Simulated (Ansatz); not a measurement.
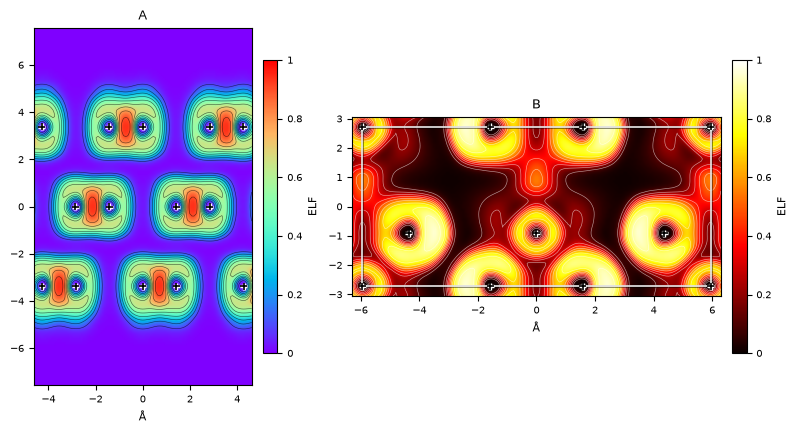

The ELF of 2 systems, each on a plane through atoms (crosses mark nuclei in the plane).

The calculation used DFT PBE+D3(BJ), scalar-relativistic, plane waves, PAW (Ansatz).

System 1: C (slab), the (11̄0) plane of the calculation cell, a cut from vacuum to vacuum. 

```
CELL_PARAMETERS angstrom
2.46494 0.00000 0.00000
1.23248 2.13469 0.00000
0.00000 0.00000 23.74866
ATOMIC_POSITIONS crystal
C 0.16562 0.16562 0.35791
C 0.49896 0.49896 0.35795
C 0.49791 0.49791 0.49998
C 0.83125 0.83125 0.50002
C 0.83020 0.83020 0.64205
C 0.16354 0.16354 0.64209
```

System 2: WS$_{2}$, the (110) plane of the conventional cell. Space group P6₃/mmc; changed on purpose from its base cell (volume × 0.97, shape and atoms relaxed).

Question: Which map belongs to which system?

Answer: Panel A is system 1, C: the plane holds C. C–C (1.42 Å): the ELF peaks at about 0.95 between the atoms (a covalent bond). Panel B is system 2, WS$_{2}$: the plane holds W and S. W–S (2.40 Å): the ELF peaks at about 0.85 in the valence shell of S, 0.8 Å from its nucleus, and is about 0.50 at the midpoint.
